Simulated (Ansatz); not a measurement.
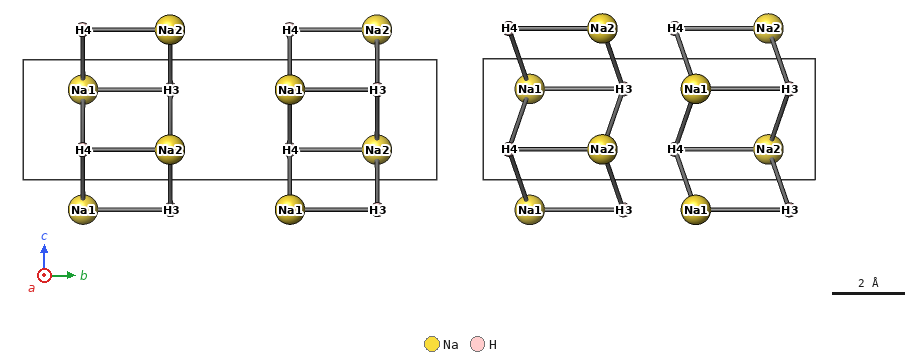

Two geometries of crystalline NaH (a generated structure, set up in Cmcm) (coarse preliminary run), drawn at one scale. One is the start of a relaxation, the other its converged end. Style: ball-and-stick. Shown: the conventional cell (2 times the calculation's cell), along the a axis. Lengths and directions refer to the drawn axes.

Method: DFT PBE, scalar-relativistic, plane waves, PAW in Ansatz 0.2.0. (plane-wave cutoff 420 eV; k-point mesh 6 × 6 × 6; occupations gaussian; smearing width 0.1 eV; no spin polarisation; cell and atoms relaxed; force threshold 0.04 eV/Å; at most 70 steps)

Which geometry has the lower energy?

The left one is the relaxed one. Over 9 accepted moves (11 points after the start) the energy falls by 269 meV per atom. The largest force component goes from 1.2 to 0.0027 eV/Å. The pressure goes from −1.10 to −0.01 GPa. At 2 points the geometry stayed and the basis and grid were re-selected for the new cell (energy shift of 2.1 meV per atom at most each time). The largest moves relative to the cell, 0.77 Å, are those of H3 and H4. H3 goes along −b. Largest moves by element: H 0.77 Å, Na 0.05 Å. Cell: a 3.766 → 3.264 Å (−13.3 %), b 9.292 → 11.579 Å (+24.6 %), c 3.384 → 3.356 Å (−0.8 %). Volume +7.1 %. Near-neighbour distances that change, for instance: Na1–Na2 3.113 → 3.754 Å, Na1–Na1 3.766 → 3.264 Å, Na1–H4 2.599 → 2.341 Å, Na1–H3 2.619 → 2.446 Å. The space group stays Cmcm (No. 63). Cost: 15 s on 1 thread of Intel(R) Xeon(R) 6975P-C (Granite Rapids), with other jobs on the host, peak memory 0.4 GiB.
